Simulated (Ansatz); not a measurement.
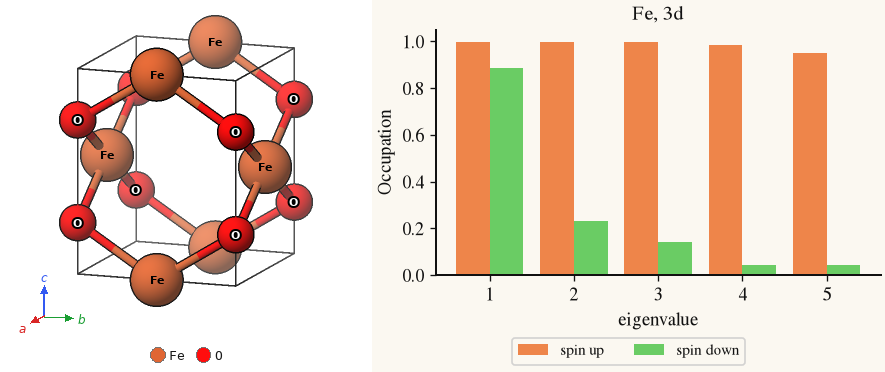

Eigenvalues of the local occupation matrix of the d shell (Löwdin-orthogonalised atomic projectors). The structure is drawn too.

System: FeO, space group P4_2/mmc (No. 131), 4 atoms in the cell, PtS type.

```
Fe O
1.0
     3.50238    0.00000    0.00000
     0.00000    3.50238    0.00000
     0.00000    0.00000    4.36047
Fe O
2 2
Direct
  0.00000 0.50000 0.00000
  0.50000 0.00000 0.50000
  0.00000 0.00000 0.25000
  0.00000 0.00000 0.75000
```

Level of theory: DFT LDA+U, scalar-relativistic, plane waves, PAW, Ueff = 3 eV on Fe d, spin-polarised, 5×5×5 k mesh, 420 eV cutoff, Gaussian smearing of 0.05 eV; code Ansatz.

Q: What configuration do these occupations show?

A: Counting eigenvalues over 0.6 as filled, Fe has 6 filled d states (d⁶), 5 up and 1 down, high spin; the eigenvalues sum to 6.3. The small eigenvalues come from mixing with neighbours' orbitals.

Start of the run: total moment held at first, then free. Such runs often end in metastable states, so this need not be the lowest one. The cell is at −8 GPa in this functional.
